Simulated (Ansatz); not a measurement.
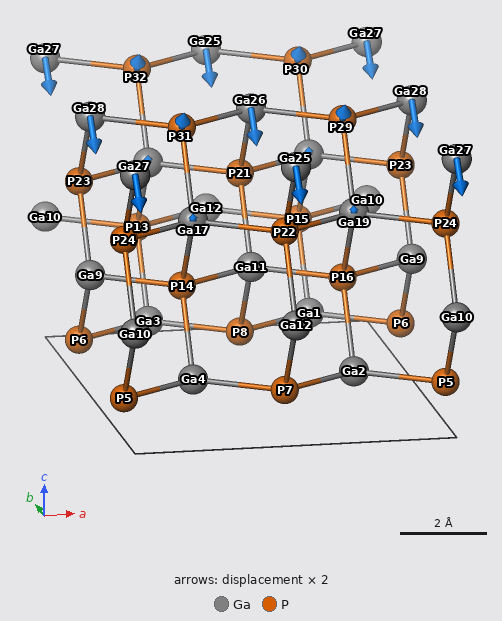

A constrained relaxation of a slab of composition GaP (cut from the F-43m phase). The starting structure is drawn; blue arrows show the displacements, 2 times their true length.

Style: ball-and-stick. Shown: the cell of the calculation, outlined in the plane, without the vacuum (origin shifted), slightly off an axis.

Case: clean slab, lower planes held. The slab is the (1 1 0) face of GaP. 16 atoms are held fixed.

Theory: Ansatz, DFT PBE+D3(BJ), scalar-relativistic, plane waves, PAW.

Input file:
```yaml
crystal:
  lattice:
    - [7.7015734665, 0.0, 0.0]
    - [0.0, 10.8916696479, 0.0]
    - [0.0, 0.0, 21.7761800998]
  atoms:
    - { symbol: Ga, position: [0.25, 0.75, 0.3673738903] }
    - { symbol: Ga, position: [0.25, 0.25, 0.3673738903] }
    - { symbol: Ga, position: [0.75, 0.75, 0.3673738903] }
    - { symbol: Ga, position: [0.75, 0.25, 0.3673738903] }
    - { symbol: P, position: [0.5, 0.125, 0.3673738903] }
    - { symbol: P, position: [0.5, 0.625, 0.3673738903] }
    - { symbol: P, position: [0.0, 0.125, 0.3673738903] }
    - { symbol: P, position: [0.0, 0.625, 0.3673738903] }
    - { symbol: Ga, position: [0.5, 0.5, 0.4557912968] }
    - { symbol: Ga, position: [0.5, 0.0, 0.4557912968] }
    - { symbol: Ga, position: [0.0, 0.5, 0.4557912968] }
    - { symbol: Ga, position: [0.0, 0.0, 0.4557912968] }
    - { symbol: P, position: [0.75, 0.875, 0.4557912968] }
    - { symbol: P, position: [0.75, 0.375, 0.4557912968] }
    - { symbol: P, position: [0.25, 0.875, 0.4557912968] }
    - { symbol: P, position: [0.25, 0.375, 0.4557912968] }
    - { symbol: Ga, position: [0.75, 0.25, 0.5442087032] }
    - { symbol: Ga, position: [0.75, 0.75, 0.5442087032] }
    - { symbol: Ga, position: [0.25, 0.25, 0.5442087032] }
    - { symbol: Ga, position: [0.25, 0.75, 0.5442087032] }
    - { symbol: P, position: [0.0, 0.625, 0.5442087032] }
    - { symbol: P, position: [0.0, 0.125, 0.5442087032] }
    - { symbol: P, position: [0.5, 0.625, 0.5442087032] }
    - { symbol: P, position: [0.5, 0.125, 0.5442087032] }
    - { symbol: Ga, position: [0.0, 0.0, 0.6326261097] }
    - { symbol: Ga, position: [0.0, 0.5, 0.6326261097] }
    - { symbol: Ga, position: [0.5, 0.0, 0.6326261097] }
    - { symbol: Ga, position: [0.5, 0.5, 0.6326261097] }
    - { symbol: P, position: [0.25, 0.375, 0.6326261097] }
    - { symbol: P, position: [0.25, 0.875, 0.6326261097] }
    - { symbol: P, position: [0.75, 0.375, 0.6326261097] }
    - { symbol: P, position: [0.75, 0.875, 0.6326261097] }
basis:
  ecutwfc: 420
kpoints:
  mp_grid: { grid: [2, 2, 1] }
hamiltonian:
  xc: pbe
  dispersion: d3bj
scf:
  occupations: { method: gaussian, width: 0.05 }
output:
  forces: true
  eigenvalues: true
  write_density: true
  write_potential: true
  elf: true
  volumetric_format: npy
relax:
  adjacent_minimum: "off"
  f_tol: 0.03
  max_steps: 70
  constraints: [{ sites: [0, 1, 2, 3, 4, 5, 6, 7, 8, 9, 10, 11, 12, 13, 14, 15] }]
efield:
  axis: 3
  dipole_correction: true
  ramp_width: 0.04
```

Launched with:
```bash
ansatz run input.yaml --threads 4 --pin off --max-ram 10240MiB --backend cpu --events-out ev --progress --plain --runs-dir out
```

> What happened in the run?

The largest moves, 0.51 Å, are those of Ga25, Ga26, Ga27 and Ga28. Ga26 goes at 43° to the normal (−c side). Largest moves by element: Ga 0.51 Å, P 0.26 Å. The cell doesn't change. Some distances before and after: P13–Ga18 2.358 → 2.430 Å, P21–Ga26 2.358 → 2.316 Å, Ga25–P30 2.358 → 2.326 Å, Ga10–P24 2.358 → 2.384 Å. Bond angles that change, for instance: Ga18–P32–Ga25 109.5° → 92.1°, P22–Ga25–P30 109.5° → 122.8°, Ga10–P24–Ga27 109.5° → 96.2°. The energy falls by 2.263 eV per cell of the calculation in 5 accepted moves (6 points after the start). Largest force component: 1.3 eV/Å at the start, 0.0026 eV/Å at the end. The line search rejected the trial step at point 3 of the run. The run took 62 s on 4 threads of AMD EPYC 9R45 96-Core Processor (Zen 5), on a shared host, peak memory 5.9 GiB.
